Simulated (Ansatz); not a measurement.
## Electronic structure of Si2W in real space

Input

```
crystal:
  lattice:
    - [-1.66146, 1.58266, 3.94]
    - [1.58266, -1.66146, 3.94]
    - [1.62934, 1.62934, -3.97212]
  atoms:
    - { symbol: Si, position: [0.333, 0.333, 0.0] }
    - { symbol: Si, position: [0.667, 0.667, 0.0] }
    - { symbol: W, position: [0.0, 0.0, 0.0] }
kpoints:
  mp_grid: { grid: [11, 11, 14] }
scf:
  occupations: { method: fermi_dirac, width: 0.05 }
hamiltonian:
  xc: lda
  pseudopotentials: { kind: paw }
output:
  forces: true
  stress: true
  eigenvalues: true
  efg: { contact_densities: true }
  write_density: true
  write_potential: true
  elf: true
  volumetric_format: npy
```

Launched as:

```sh
ansatz run input.yaml --threads 1 --pin off --max-ram 6144MiB --backend cpu --events-out ev --progress --plain --runs-dir out
```

Below, planes, directions and counts refer to the conventional cell (a = 4.50 Å, b = 4.59 Å, c = 4.48 Å, α = 90.00°, β = 118.48°, γ = 90.00°).

Space group C2/m; changed on purpose from its base cell (equal xy, yz and zx shear strains of -2 %, PAW files); not relaxed (largest force 0.3 eV/Å); computed pressure about −7 GPa in this cell.

Theory: DFT, LDA, PAW with Ansatz's default frozen-core files, scalar-relativistic in Ansatz 0.2.0.

Core electrons are frozen (PAW), and the valence fields are smoothed inside the atomic spheres.

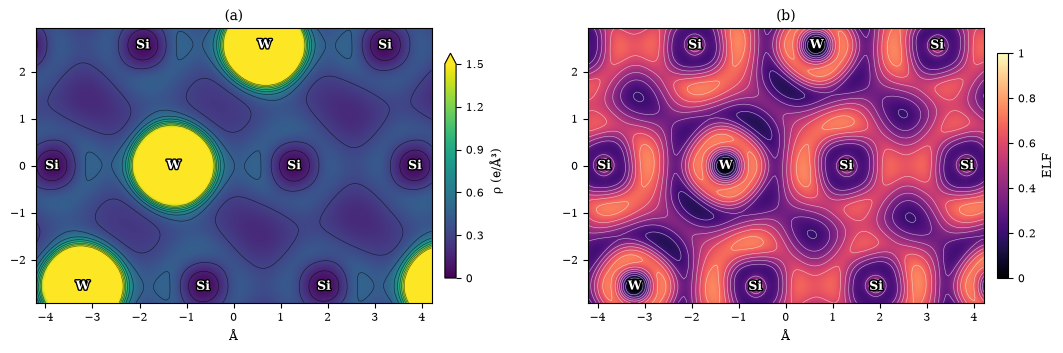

Figure 1. (a) valence pseudo-density; (b) electron localisation function on the (111) plane of the conventional cell.

Describe what can be read from this map.

The plane passes through Si and W nuclei. Si–Si (2.57 Å): ρ is about 0.35 e/Å³ halfway; the ELF peaks at about 0.70 between the atoms. Si–W (2.57 Å): ρ at the midpoint is about 0.45 e/Å³; the ELF peaks at about 0.75 in the valence shell of Si, 0.9 Å from its nucleus, and is about 0.45 at the midpoint. Si–W (2.64 Å): the density is about 0.41 e/Å³ at the midpoint; the ELF peaks at about 0.75 in the valence shell of Si, 0.9 Å from its nucleus, and is about 0.45 at the midpoint. Si–Si (2.64 Å): ρ at the midpoint is about 0.32 e/Å³; the ELF peaks at about 0.65 between the atoms. Between the atoms the lowest density in this plane is 0.18 e/Å³. The features right at W lie inside the PAW spheres, where the map follows smoothed inner orbitals and isn't to be read closely.

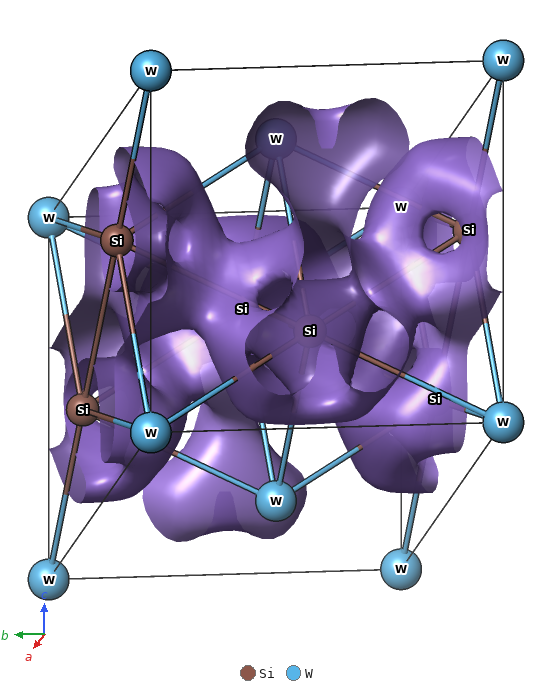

Figure 2. Isosurface of the electron localisation function at 0.55 (purple), seen at an oblique angle. Only the valence region is drawn (cores and ρ < 0.01 e/Å³ removed). Sticks mark near contacts.

Identify the bonds, lone pairs and shells in this picture.

The ELF exceeds this value in sheets that run through the cell in two directions, counted in one cell of 6 atoms. Any copies at cell faces, edges or corners count once.

Metal or insulator at this level of theory?

It is gapless in this calculation (a metal or semimetal).
